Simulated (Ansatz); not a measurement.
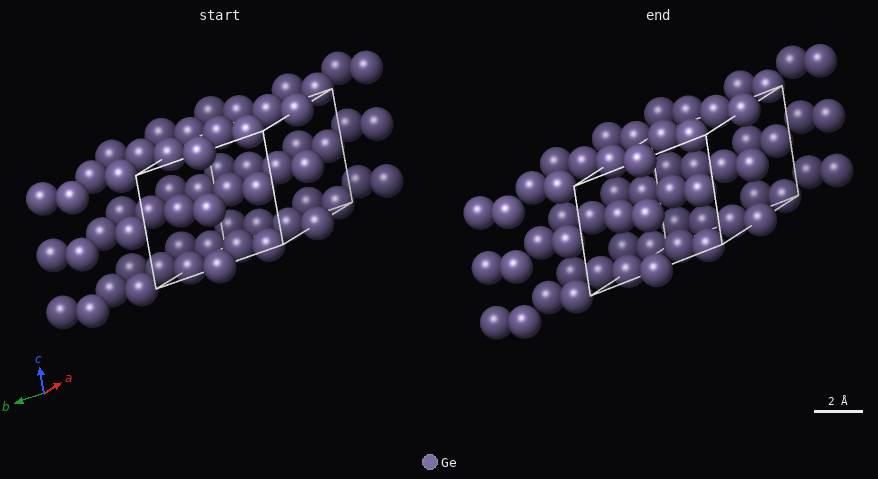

The structure of solid Ge (set up in P1) before (left) and after (right) a relaxation, at one scale.

Style: spheres-only. Shown: the reduced cell, repeated 2 × 2 × 1 with one cell outlined, from a free direction. Lengths and directions refer to the drawn axes.

Case: cell sheared at random, sigma 0.03, atoms nudged by 0.01 Å; relaxed back.

All numbers below come from DFT PBEsol, scalar-relativistic, plane waves, PAW (Ansatz). Set-up: plane-wave cutoff 420 eV; k-point mesh 8 × 8 × 8; occupations gaussian; smearing width 0.15 eV; no spin polarisation; cell and atoms relaxed; force threshold 0.01 eV/Å; at most 80 steps.

**Describe what moved and what it gained.**

The run was cut off at its time limit before the relaxation converged, so the last structure is only a point on the way. The largest move relative to the cell is that of a Ge atom, 0.021 Å roughly along [−1 −3 1]. The drawn cell changes as follows: a 5.633 → 5.972 Å (+6.0 %), b 5.714 → 5.975 Å (+4.6 %), c 5.936 → 5.716 Å (−3.7 %), α 101.6° → 103.2°, β 106.1° → 103.2°, γ 119.3° → 124.2°; the volume changes by +0.5 %. Among the contacts that change: Ge–Ge 2.434 → 2.640 Å, Ge–Ge 2.457 → 2.639 Å, Ge–Ge 3.022 → 2.869 Å, Ge–Ge 3.002 → 2.864 Å. The space group stays P1 (No. 1). Over 4 geometry steps the energy falls by 110 meV per atom. The largest force component goes from 0.18 to 0.0063 eV/Å. Pressure: 2.75 GPa at the start and −0.06 GPa at the end. Cost: 14 min on 2 threads of AMD EPYC 7R43 64-Core Processor (Zen 3), on a shared host, peak memory 2 GiB.
